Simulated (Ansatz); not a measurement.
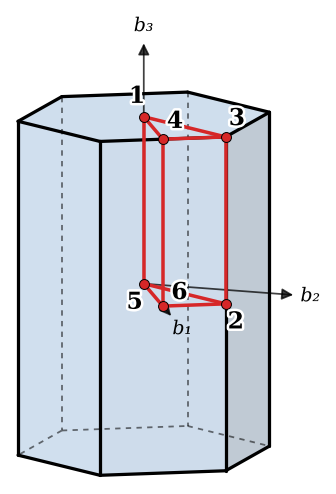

Crystal: Ta, coordinates from a relaxation with Ansatz, DFT, LDA (PW92), plane waves (420 eV) with PAW, scalar-relativistic; the starting structure was generated, so it need not be a known form of this composition. The first Brillouin zone of a primitive hexagonal lattice (hP; extended symbol hP2) is drawn with its special points numbered. Symmetry computed with spglib at a tolerance of 0.002 Å; standard conventional cell.

a = 4.766 Å, b = 4.766 Å, c = 2.674 Å, α = 90.00°, β = 90.00°, γ = 120.00°.

Labels and path follow the convention of Hinuma et al. (2017), as computed by seekpath; the arrows show the directions of the reciprocal primitive vectors b₁, b₂, b₃, in which coordinates are given.

> Which special point is each number?

```
no.  label      coordinates
  1      A      (0, 0, 1/2)
  2      K    (1/3, 1/3, 0)
  3      H  (1/3, 1/3, 1/2)
  4      L    (1/2, 0, 1/2)
  5      Γ        (0, 0, 0)
  6      M      (1/2, 0, 0)
```
